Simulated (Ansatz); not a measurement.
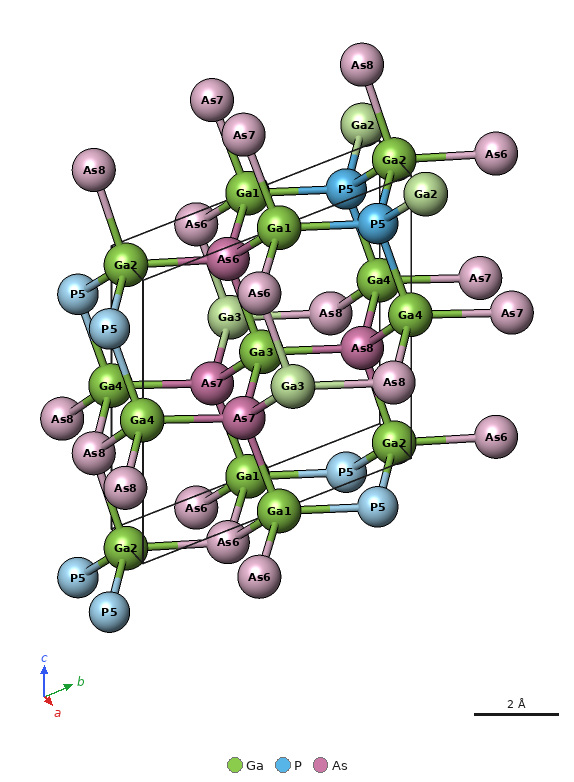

**Figure 1.** The input geometry (ball-and-stick view of the cell of the calculation, seen slightly off an axis; neighbours outside the cell are drawn fainter; atoms are numbered from 1 in the order of the input). An atom can appear more than once, as a periodic image. Near neighbours in the periodic cell (some may lie outside the picture): Ga has 3 As at 2.48 Å and 1 P at 2.41 Å; Ga has 2 As at 2.49 Å and 2 P at 2.43 Å; Ga has 4 As at 2.46 Å; P has 4 Ga at 2.41 to 2.43 Å; As has 4 Ga at 2.46 to 2.49 Å.

# Run report: Ga₄As₃P, band-structure calculation

The run: band-structure calculation of Ga₄As₃P (8 atoms in the cell). Method and program: DFT PBE, scalar-relativistic, plane waves, PAW, no spin polarisation (Ansatz 0.2.0).

The structure was made by a generator, so it may or may not be a known phase. Figures and captions count atoms from 1; the log counts them from 0 in places.

**The input**
```yaml
crystal:
  lattice:
    - [4.0191007, 0.0, 0.0]
    - [0.0, 4.0191657, 5.6854286]
    - [0.0, -4.0191657, 5.6854286]
  atoms:
    - { symbol: Ga, position: [0.0, 0.507654, 0.996992] }
    - { symbol: Ga, position: [0.5, 0.995261, 0.995261] }
    - { symbol: Ga, position: [0.5, 0.500264, 0.500264] }
    - { symbol: Ga, position: [0.0, 0.996992, 0.507654] }
    - { symbol: P, position: [0.0, 0.874994, 0.874994] }
    - { symbol: As, position: [0.5, 0.374842, 0.875212] }
    - { symbol: As, position: [0.0, 0.374782, 0.374782] }
    - { symbol: As, position: [0.5, 0.875212, 0.374842] }
basis:
  ecutwfc: 420
kpoints:
  mp_grid: { grid: [10, 6, 6] }
  band_path:
    path:
      - [[0.0, 0.0, 0.0], [0.0, 0.5, 0.5], [0.0, 0.62506463, 0.37493537]]
      - [[0.0, 0.37493537, -0.37493537], [0.0, 0.0, 0.0], [0.5, 0.0, 0.0], [0.5, 0.37493537, -0.37493537]]
      - [[0.5, 0.62506463, 0.37493537], [0.5, 0.5, 0.5], [0.0, 0.5, 0.5]]
      - [[0.0, 0.0, 0.0], [0.0, 0.5, 0.0], [0.5, 0.5, 0.0], [0.5, 0.0, 0.0], [0.5, 0.5, 0.5]]
    npoints: 14
hamiltonian:
  xc: pbe
scf:
  occupations: { method: gaussian, width: 0.02 }
  n_extra_bands: 20
output:
  forces: true
  stress: true
  eigenvalues: true
  populations: true
  dos: { projected: true, de: 0.02, nscf_kmesh: { grid: [15, 9, 9] } }
  bader: true
  write_density: true
  write_potential: true
  elf: true
  volumetric_format: npy
```

Machine: 4 threads of Arm Neoverse V1, 24 GiB of memory available, shared host.

Launched with:
```bash
ansatz run input.yaml --threads 4 --pin off --max-ram 8192MiB --backend cpu --events-out ev --progress --plain --runs-dir out
```

**Output**
```
scf.n_extra_bands = 20 over 51 filled bands (N_el = 102.0): the run solves 71 bands
Engine: ansatz 0.2.0, aarch64-unknown-linux-gnu
Pseudopotentials: kind: paw
Pseudopotential: Ga, paw, valence charge 13, recommended cutoff 420 eV (normal), Ga.paw.azcp
Pseudopotential: P, paw, valence charge 5, recommended cutoff 420 eV (normal), P.paw.azcp
Pseudopotential: As, paw, valence charge 15, recommended cutoff 420 eV (normal), As.paw.azcp
Functional definition: PBE
  parameter kappa = 0.804
  parameter beta = 0.06672455060314922
  exchange = pbe_x(kappa = kappa, mu = beta*pi^2/3)
  correlation = pbe_c(beta = beta)
Crystal: 8 atoms, lattice volume = 183.678 Å³
Basis set: ecut = 420 eV, 3599 PW (Γ), exchange–correlation on 54×96×96 points (8 copies of the dense FFT grid, shifted against one another)
Bands: 71, of which v1, the nominal top of the filled ones, is band 51 counted from 1 (50 counted from 0)
Symmetry: 4 space group operations
Space group: Amm2 (ITA 38), of the structure as read, at distance tolerance 5.7e-5 Å
k-points: 78 of 360 (time reversal used)
Non-local potential: Ga, projectors of the file, l = 0: 2, l = 1: 2, l = 2: 3, l = 3: 1
Non-local potential: P, projectors of the file, l = 0: 2, l = 1: 2, l = 2: 2
Non-local potential: As, projectors of the file, l = 0: 2, l = 1: 2, l = 2: 3, l = 3: 1
PAW form: soft (Blöchl's): semilocal exchange-correlation on the pseudo side does not see the compensation charge
PAW one-centre angular grid: Ga, 590 points (default); XC on 64 Gauss nodes
PAW one-centre angular grid: P, 110 points (default); XC on 64 Gauss nodes
PAW one-centre angular grid: As, 590 points (default); XC on 64 Gauss nodes
Initial density: superposition of atomic densities (neutral atoms: chi_scale 0, normalization atom), corrected by the library's trained network
Initial wavefunctions: pseudopotential atomic-orbital guess
Functional: x = pbe(κ = 0.804, μ = 0.2195149727645171), c = pbe(β = 0.06672455060314922)
SCF iter   1: F=—  HF=-30459.085914 eV  |F-HF|=—  |Δ(HF+E_count)|=         —  Δρ=1.81e-3  dr2=1.04e-2  ethr=1.77e-3  ⟨swp⟩=6.6  Hψ=22266  notcnv=0  defer=80
preconditioner: auto → Resta (q_TF=auto, 2.474 Å⁻¹)  ε∞=3.1  [insulator: Δε(μ)=0.437 eV  Ē_g=16.120 eV  σ=0.020 eV  W_gap=1.00  n_scr=56 (ndim 8)  ℏωp=23.2 eV  f_vac=0.077  D(μ)=0.00/eV (n_scr^D=0)  ε∞_Penn≈3.1]
SCF iter   2: F=—  HF=-30459.080890 eV  |F-HF|=—  |Δ(HF+E_count)|=   5.02e-3  Δρ=1.02e-3  dr2=2.50e-3  ethr=1.02e-5  ⟨swp⟩=2.2  Hψ=9655  notcnv=0  defer=1126
SCF iter   3: F=—  HF=-30459.080685 eV  |F-HF|=—  |Δ(HF+E_count)|=   2.05e-4  Δρ=4.53e-4  dr2=6.09e-4  ethr=2.45e-6  ⟨swp⟩=2.0  Hψ=7395  notcnv=0  defer=1126
SCF iter   4: F=—  HF=-30459.080745 eV  |F-HF|=—  |Δ(HF+E_count)|=   5.95e-5  Δρ=1.84e-4  dr2=8.78e-5  ethr=5.97e-7  ⟨swp⟩=2.0  Hψ=7220  notcnv=0  defer=1126
SCF iter   5: F=—  HF=-30459.080821 eV  |F-HF|=—  |Δ(HF+E_count)|=   7.60e-5  Δρ=4.81e-5  dr2=4.81e-6  ethr=8.61e-8  ⟨swp⟩=2.0  Hψ=7220  notcnv=0  defer=1126
SCF iter   6: F=—  HF=-30459.080827 eV  |F-HF|=—  |Δ(HF+E_count)|=   6.20e-6  Δρ=1.38e-5  dr2=4.48e-7  ethr=4.71e-9  ⟨swp⟩=2.8  Hψ=8570  notcnv=0  defer=1126
SCF iter   7: F=-30459.080827 eV  HF=-30459.080827 eV  |F-HF|=1.15e-8  |Δ(HF+E_count)|=   4.00e-7  Δρ=5.07e-6  dr2=5.14e-8  ethr=9.80e-11  ⟨swp⟩=14.9  Hψ=44688  notcnv=0
SCF 1 converged in 7 iterations: F = -30459.080827 eV  dr2 = 5.14e-8
  Residual-converged pass: ⟨swp⟩=1.0  Hψ=5852  notcnv=0  max |occ|·‖R‖ = 7.0e-9 eV (tolerance 1.0e-8 eV)  dr2=5.14e-8  dr2_onsite=6.40e-8  max |Δocc| = 5.8e-63
  greatest PAW one-centre occupation: 0.999 electrons in one spin orbital (limit 2), on the As atom at site 6 (counted from 0), in its partial waves of l = 2
```

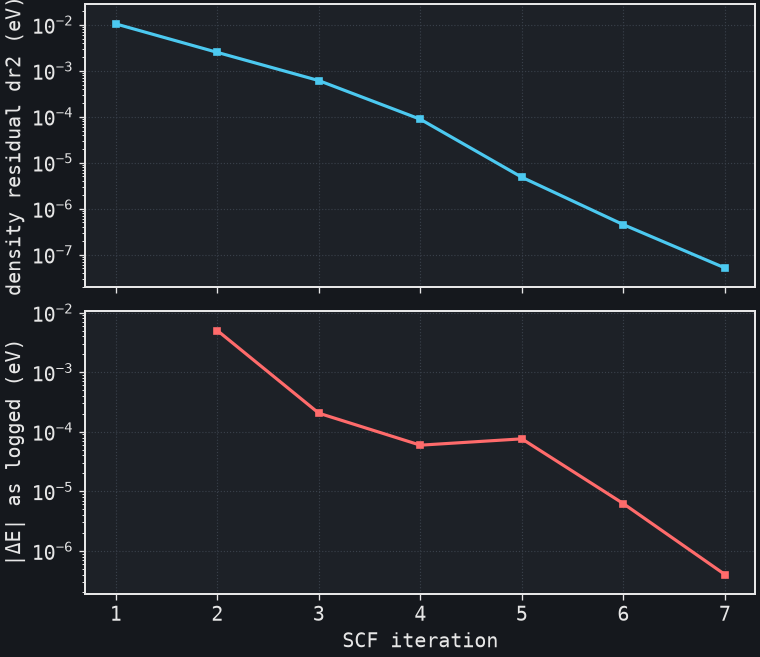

**Figure 2.** Convergence of the self-consistent field: density residual dr2 and size of the energy change against the SCF iteration. The residual falls at every step.

```
NSCF: frozen V_eff on 158 k-points
NSCF: frozen V_eff on 200 k-points
SCF converged after 7 iterations
Free energy (F): -30459.080827 eV
Harris-Foulkes:  -30459.080827 eV  (|F-HF|=1.15e-8)
Internal energy: -30459.080827 eV  (E = F + TS)
E sigma→0 (E₀):  -30459.080827 eV
Fermi energy:    7.638820 eV
--- Per-component energies (eV) ---
  E_band       = -1046.074063
  E_kinetic    = 839.790527
  E_local      = -14514.074260  (includes V_loc(G=0)·N_el)
  E_nonlocal   = -278.537038
  E_hartree    = 7197.027292
  E_xc         = -573.732334
  E_vxc        = -528.214587  (∫ρ·V_xc dr)
  E_paw        = -14031.893749  (= ΣΔE_a)
  E_vpaw       = -959.102942  (= ΣTr[D̂ρ^β])
  E_aug_tail   = -0.000414  (compensation charges beyond the density's cutoff)
  E_ewald      = -9097.660851
  E_smearing   = -0.000000  (= −TS)
  E_closure    = -0.000000  (closes the sum)
  Σ components = -30459.080827   (vs F -30459.080827, Δ=0.00e0)
--- Forces (eV/Å), atoms counted from 1 ---
  atom   1  Ga    -0.00000000    -0.00260607    -0.00522612
  atom   2  Ga     0.00000000     0.00000000    -0.00388791
  atom   3  Ga     0.00000000     0.00000000    -0.00339122
  atom   4  Ga    -0.00000000     0.00260607    -0.00522612
  atom   5  P      0.00000000     0.00000000     0.00656871
  atom   6  As     0.00000000     0.00029304     0.00405276
  atom   7  As     0.00000000     0.00000000     0.00305059
  atom   8  As     0.00000000    -0.00029304     0.00405276
  max |Σ_I F_I| component: 6.56e-6 eV/Å
--- Stress (GPa, compression-positive) ---
       -0.015897       0.000000       0.000000
        0.000000       0.026968       0.000000
        0.000000       0.000000       0.001388
  P = ⅓ Tr σ = 0.0042 GPa (0.042 kbar)
--- Band table (eV; the first three rows and the last of 78) ---
  k-point 0: bands = ["-27.6324", "-27.6320", "-27.6313", "-27.6313", "-27.6287", "-27.6278", "-27.6235", "-27.6231", "-27.6202", "-27.6199", "-27.6001", "-27.5982", "-27.5956", "-27.5906", "-27.5882", "-7.4169", "-7.3941", "-7.3466", "-7.3458", "-7.3091", "-7.3002", "-7.2980", "-7.2927", "-7.2638", "-7.2637", "-7.2583", "-7.2239", "-7.2164", "-7.2152", "-7.2116", "-7.2058", "-7.1902", "-7.1716", "-7.1337", "-7.1256", "-4.9989", "-3.3633", "-3.2216", "-2.5517", "0.7573", "0.9073", "1.0351", "4.8100", "4.8268", "6.1434", "6.2505", "6.2972", "6.4483", "7.3853", "7.3964", "7.4175", "7.8601", "8.4004", "8.4111", "8.9633", "9.0956", "11.1114", "11.1448", "11.1464", "11.9387", "11.9732", "12.0796", "12.1476", "15.0738", "15.0745", "15.3162", "17.2144", "17.2300", "17.2587", "17.2721", "17.4920"]
  k-point 1: bands = ["-27.6324", "-27.6320", "-27.6313", "-27.6313", "-27.6287", "-27.6278", "-27.6235", "-27.6231", "-27.6202", "-27.6199", "-27.6001", "-27.5982", "-27.5956", "-27.5906", "-27.5882", "-7.4153", "-7.3931", "-7.3453", "-7.3449", "-7.3092", "-7.3012", "-7.2974", "-7.2919", "-7.2660", "-7.2637", "-7.2587", "-7.2233", "-7.2162", "-7.2158", "-7.2123", "-7.2064", "-7.1917", "-7.1722", "-7.1339", "-7.1257", "-4.9205", "-3.4948", "-3.2409", "-2.6251", "0.8850", "1.0314", "1.3206", "4.6052", "4.8802", "5.7103", "6.0784", "6.2303", "6.3219", "6.4294", "7.2900", "7.3135", "8.4300", "8.6963", "8.9981", "9.0904", "9.5579", "11.2693", "11.2735", "11.3054", "11.8213", "12.0441", "12.1011", "12.3272", "15.0545", "15.3565", "15.5549", "16.4144", "16.5873", "16.7629", "16.8338", "16.9379"]
  k-point 2: bands = ["-27.6323", "-27.6321", "-27.6313", "-27.6313", "-27.6285", "-27.6280", "-27.6234", "-27.6232", "-27.6201", "-27.6200", "-27.6001", "-27.5982", "-27.5956", "-27.5906", "-27.5882", "-7.4120", "-7.3911", "-7.3443", "-7.3416", "-7.3095", "-7.3022", "-7.2960", "-7.2908", "-7.2709", "-7.2643", "-7.2590", "-7.2220", "-7.2183", "-7.2141", "-7.2133", "-7.2082", "-7.1950", "-7.1735", "-7.1344", "-7.1261", "-4.6926", "-3.8888", "-3.1659", "-2.7929", "1.1351", "1.2246", "2.1828", "4.2564", "4.7282", "4.9234", "5.0773", "5.8150", "6.4550", "6.5175", "7.0573", "7.0743", "8.5841", "9.0177", "9.3033", "9.7287", "10.7043", "11.6180", "11.6628", "11.7689", "12.0618", "12.0925", "12.1158", "13.1020", "14.2382", "14.5223", "14.9665", "15.4681", "16.2304", "16.3224", "16.3733", "16.4097"]
  k-point 77: bands = ["-27.6322", "-27.6317", "-27.6317", "-27.6317", "-27.6281", "-27.6270", "-27.6230", "-27.6227", "-27.6205", "-27.6202", "-27.5993", "-27.5981", "-27.5960", "-27.5909", "-27.5876", "-7.4181", "-7.4109", "-7.3745", "-7.3354", "-7.3153", "-7.3078", "-7.2966", "-7.2878", "-7.2774", "-7.2585", "-7.2396", "-7.2262", "-7.2164", "-7.2161", "-7.2082", "-7.1963", "-7.1811", "-7.1761", "-7.1346", "-7.1253", "-3.3637", "-3.2378", "-2.6573", "-2.4534", "0.7373", "0.7662", "0.9449", "1.0285", "4.7559", "4.8205", "4.8346", "4.9012", "6.1660", "6.3112", "6.3159", "6.4455", "8.3734", "8.4188", "8.8299", "9.0911", "9.0938", "9.1138", "11.9073", "11.9940", "12.0687", "12.1385", "15.0598", "15.2826", "17.0417", "17.0599", "17.2364", "17.4867", "17.4999", "17.6589", "18.0018", "18.2216"]
--- Löwdin populations: 8 sites ---
  site symbol       q [e]
     0     Ga     12.9428
     1     Ga     12.9315
     2     Ga     12.9533
     3     Ga     12.9428
     4      P      5.0060
     5     As     15.0177
     6     As     15.0180
     7     As     15.0177
  spilling = 0.001668 (of n_electrons = 102.000000)
--- Bader charges: 8 sites ---
  site symbol  charge [e]  shift [e]
     0     Ga      0.7160     0.0002
     1     Ga      0.7585     0.0002
     2     Ga      0.6720     0.0003
     3     Ga      0.7160     0.0002
     4      P     -0.8197     0.0005
     5     As     -0.6804     0.0001
     6     As     -0.6821     0.0002
     7     As     -0.6804     0.0001
  estimated error of the sums over rays = 5.1e-4 e
```

**File bader_charges.tsv**
```
# site	symbol	x_ang	y_ang	z_ang	partial_charge_e	electrons	volume_ang3	relative_density_drop	shared_charge_e	partial_wave_shift_e
# quadrature_error_electrons = 5.1e-4
0	Ga	0.0000	-1.9667	8.5546	0.71604	30.28396	17.33	-	0.71604	0.00021
1	Ga	2.0096	0.0000	11.3170	0.75852	30.24148	17.30	-	0.75852	0.00016
2	Ga	2.0096	0.0000	5.6884	0.67197	30.32803	17.38	-	0.67197	0.00030
3	Ga	0.0000	1.9667	8.5546	0.71605	30.28395	17.33	-	0.71605	0.00021
4	P	0.0000	0.0000	9.9494	-0.81967	15.81967	27.41	-	-0.81967	0.00047
5	As	2.0096	-2.0111	7.1071	-0.68042	33.68042	29.03	-	-0.68042	0.00011
6	As	0.0000	0.0000	4.2616	-0.68207	33.68207	28.87	-	-0.68207	0.00017
7	As	2.0096	2.0111	7.1071	-0.68041	33.68041	29.03	-	-0.68041	0.00011
```

**File populations.tsv**
```
# site	symbol	l	j	q
# orbitals = lowdin
# n_electrons = 102.000000
# spilling = 0.001668
0	Ga	0_4S	-	1.135819
0	Ga	1_4P	-	1.819194
0	Ga	2_3D	-	9.987821
1	Ga	0_4S	-	1.138764
1	Ga	1_4P	-	1.804576
1	Ga	2_3D	-	9.988186
2	Ga	0_4S	-	1.133988
2	Ga	1_4P	-	1.831707
2	Ga	2_3D	-	9.987578
3	Ga	0_4S	-	1.135819
3	Ga	1_4P	-	1.819194
3	Ga	2_3D	-	9.987821
4	P	0_3S	-	1.376285
4	P	1_3P	-	3.629717
5	As	0_4S	-	1.481573
5	As	1_4P	-	3.538986
5	As	2_3D	-	9.997158
6	As	0_4S	-	1.479539
6	As	1_4P	-	3.541353
6	As	2_3D	-	9.997115
7	As	0_4S	-	1.481573
7	As	1_4P	-	3.538986
7	As	2_3D	-	9.997158
```

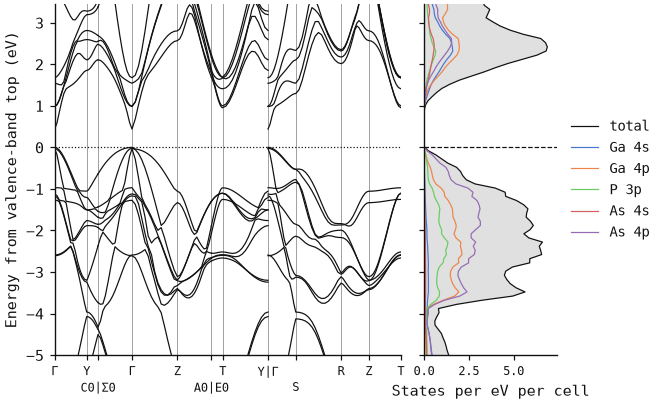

**Figure 3.** Band structure along Γ–Y–C0|Σ0–Γ–Z–A0|E0–T–Y|Γ–S–R–Z–T and density of states (projected on Löwdin-orthogonalised atomic shells), with energies from the valence-band top. There is a gap of 0.44 eV on this path, direct, at Γ.

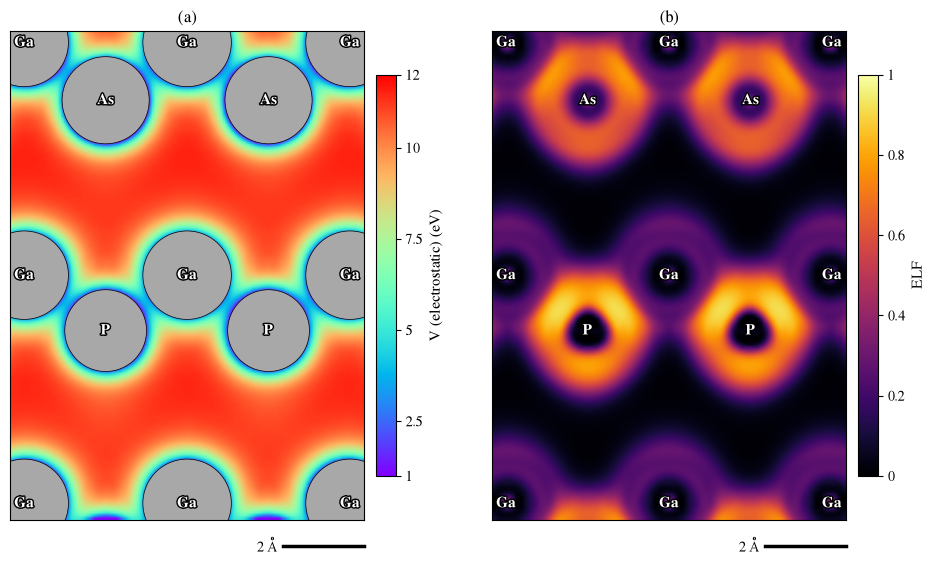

**Figure 4.** (a) electrostatic potential (local pseudopotential plus Hartree) felt by an electron; (b) electron localisation function on the (010) plane of the conventional cell. Grey discs, where drawn, cover atomic cores. Ga–P (2.43 Å): the ELF is about 0.75 at the midpoint. Ga–As (2.46 Å): the ELF peaks at about 0.80 between the atoms, which marks a shared electron pair. Outside the cores the potential energy rises away from the atoms and is highest about 2.4 Å from the nearest atoms; outside the discs it spans about 10 eV, and its zero is arbitrary. In a PAW calculation such maps are meaningful between the atoms, not at the nuclei.

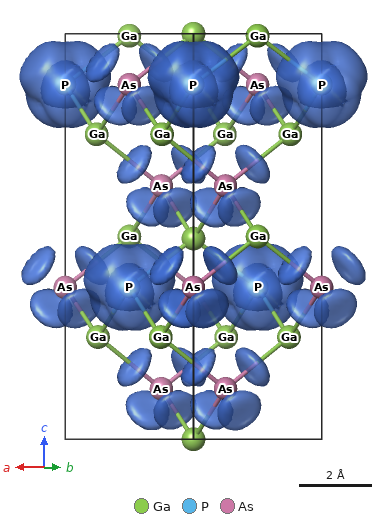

**Figure 5.** Isosurface of the electron localisation function at 0.7 (blue), seen along [110]. Core shells and regions of very low density are left out. Sticks mark near contacts. The outline is the cell set on symmetry axes. Values along the shortest contacts: Ga–P (2.41 Å): the ELF is about 0.75 at the midpoint.

**Key numbers**

```json
{"quantity": "outcome", "value": "converged"}
{"quantity": "space group (tolerance 0.01 Å)", "value": "Amm2 (38)"}
{"quantity": "electrons treated", "value": "102"}
{"quantity": "free energy", "value": "−30459.0808 eV"}
{"quantity": "Fermi energy", "value": "7.639 eV"}
{"quantity": "gap on the k-point mesh", "value": "0.44 eV"}
{"quantity": "gap on the band path", "value": "0.44 eV"}
{"quantity": "pressure", "value": "0.00 GPa"}
{"quantity": "largest force (length of the vector)", "value": "0.007 eV/Å"}
{"quantity": "wall time", "value": "3.1 min (CPU time 12 min)"}
{"quantity": "peak memory", "value": "1.8 GiB"}
```
